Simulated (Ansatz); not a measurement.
# GaS5: what the fields show

The calculation's input:

```
crystal:
  lattice:
    - [5.9011640827, 0.0, 0.0]
    - [0.0, 5.9011640827, 0.0]
    - [0.0, 0.0, 6.7976826722]
  atoms:
    - { symbol: Ga, position: [0.5, 0.5, 0.2878412358] }
    - { symbol: S, position: [0.1688341872, 0.5, 0.5461731505] }
    - { symbol: S, position: [0.8311658128, 0.5, 0.5461731505] }
    - { symbol: S, position: [0.5, 0.1688341872, 0.5461731505] }
    - { symbol: S, position: [0.5, 0.8311658128, 0.5461731505] }
    - { symbol: S, position: [0.5, 0.5, 0.9791721722] }
basis:
  ecutwfc: 420
kpoints:
  mp_grid: { grid: [6, 6, 6] }
hamiltonian:
  xc: pbe
scf:
  occupations: { method: gaussian, width: 0.1 }
output:
  forces: true
  stress: true
  eigenvalues: true
  write_density: true
  write_potential: true
  elf: true
  volumetric_format: npy
relax:
  adjacent_minimum: "off"
  f_tol: 0.01
  max_steps: 80
  cell: { stress_tol: 0.05 }
```

Run with:

```sh
ansatz run input.yaml --threads 1 --pin off --max-ram 2560MiB --backend cpu --events-out ev --progress --plain --runs-dir out
```

Below, planes, directions and counts refer to the conventional cell (a = 5.90 Å, b = 5.90 Å, c = 6.82 Å, α = 90.00°, β = 90.00°, γ = 90.00°).

The fields are those of the run's last geometry, not of the input's.

Space group P4mm; a structure generated by program, which may or may not match a known phase; computed without spin polarisation.

Theory: Ansatz, DFT PBE, scalar-relativistic, plane waves, PAW.

In a PAW calculation such maps are meaningful between the atoms, not at the nuclei.

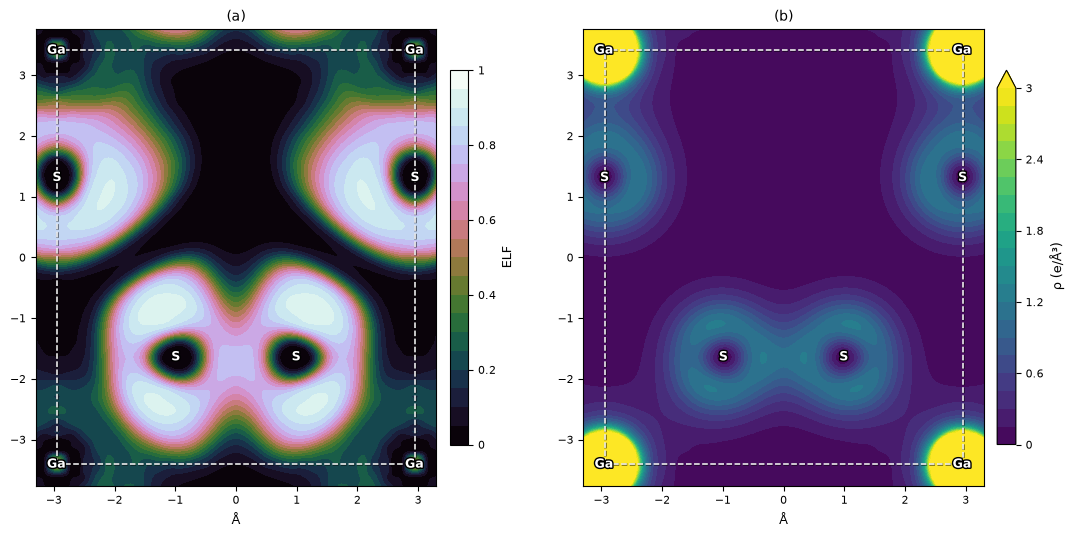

Figure 1. (a) electron localisation function; (b) valence electron density on the (100) plane of the conventional cell.

What do the fields say about this system?

Atoms in the plane: Ga and S. S–S (1.98 Å): ρ at the midpoint is about 1.1 e/Å³; the ELF peaks at about 0.75 between the atoms. Ga–S (2.10 Å): ρ is about 0.81 e/Å³ halfway; the ELF peaks at about 0.80 in the valence shell of S, 0.8 Å from its nucleus, and is about 0.60 at the midpoint. The density dies away to nearly zero in the voids. The ELF also peaks beside S, away from the bonds: lone-pair regions. The features right at Ga lie inside the PAW spheres, where the map follows smoothed inner orbitals and isn't to be read closely.

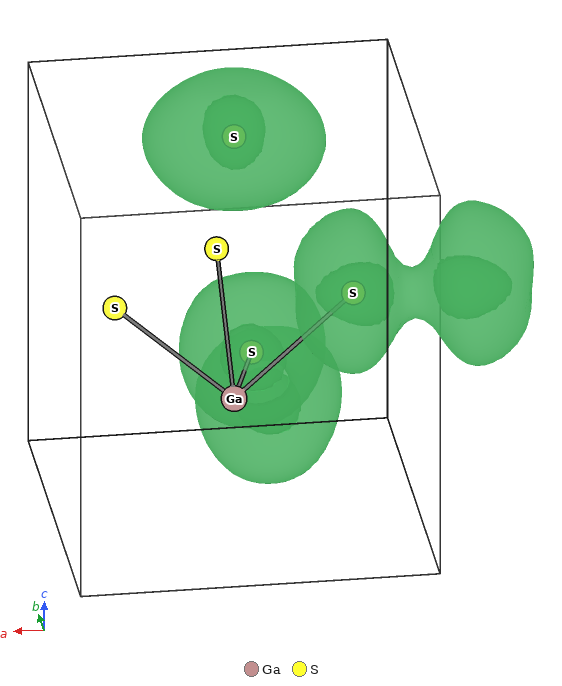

Figure 2. Isosurface of the electron localisation function at 0.7 (green), seen at an oblique angle. Only the valence region is drawn (cores and ρ < 0.01 e/Å³ removed). Sticks mark near contacts.

What do the ELF domains correspond to?

The surface consists of two regions between bonded S–S atoms and one region wrapped around S (its valence shell), counted in one cell of 6 atoms. Any copies at cell faces, edges or corners count once.

Metal or insulator at this level of theory?

It is gapless in this calculation (a metal or semimetal).
